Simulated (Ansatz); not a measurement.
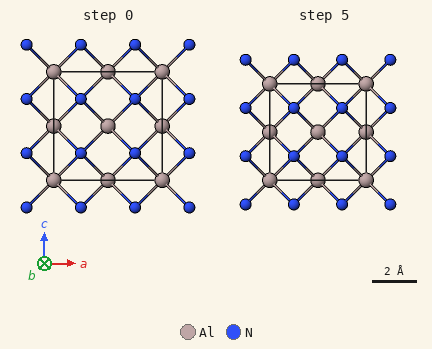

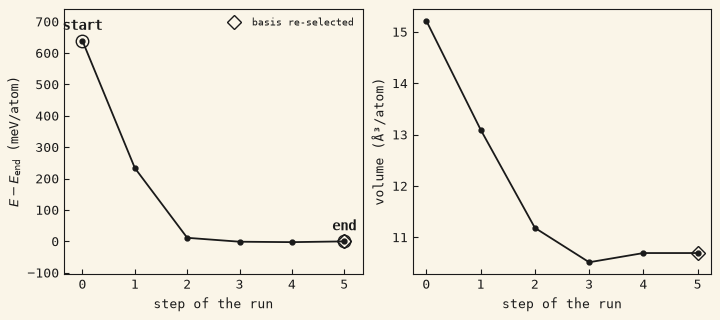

First and last geometry of a relaxation of solid AlN (a generated structure, set up in F-43m) (coarse preliminary run), with the history of the run. The picture is a ball-and-stick view of the conventional cell (4 times the calculation's cell), seen along the b axis. Lengths and directions refer to the drawn axes.

Case: As → N on all its sites, cell and atoms relaxed.

Level of theory: DFT PBE, scalar-relativistic, plane waves, PAW (Ansatz).

Input
```yaml
crystal:
  lattice:
    - [0.0, 2.4779940542, 2.4779940542]
    - [2.4779940542, 0.0, 2.4779940542]
    - [2.4779940542, 2.4779940542, 0.0]
  atoms:
    - { symbol: Al, position: [0.0, 0.0, 0.0] }
    - { symbol: "N", position: [0.75, 0.75, 0.75] }
basis:
  ecutwfc: 420
kpoints:
  mp_grid: { grid: [8, 8, 8] }
hamiltonian:
  xc: pbe
scf:
  occupations: { method: gaussian, width: 0.1 }
output:
  forces: true
  stress: true
  eigenvalues: true
relax:
  adjacent_minimum: "off"
  f_tol: 0.05
  max_steps: 60
  cell: { stress_tol: 0.5 }
```

Launched with:
```bash
ansatz run input.yaml --threads 1 --pin off --max-ram 2560MiB --backend cpu --events-out ev --progress --plain --runs-dir out
```

### Did the run converge, and what did it change?

It converged. The atoms keep their places relative to the cell (all moves are under 0.005 Å). Cell: a = b = c 4.956 → 4.406 Å (−11.1 %). Volume −29.7 %. Near-neighbour distances that change, for instance: Al1–N2 2.146 → 1.908 Å. The space group stays F-43m (No. 216). The energy falls by 639 meV per atom in 4 accepted moves (5 points after the start). All forces vanish by symmetry, so only the cell relaxes. The pressure goes from −33.26 to −0.42 GPa. The SCF was repeated once at an unchanged geometry on a basis and grid sized afresh for the cell, which shifted the energy by 2.4 meV per atom at most.

```
step  E − E(0), meV/atom  pressure, GPa  volume, Å³/atom                      note
   0                0.00         -33.26           15.216                          
   1             -404.93         -25.95           13.097                          
   2             -627.18          -7.89           11.185                          
   3             -639.64           3.31           10.515                          
   4             -640.98          -0.04           10.695                          
   5             -638.61          -0.42           10.695  same geometry, new basis
```
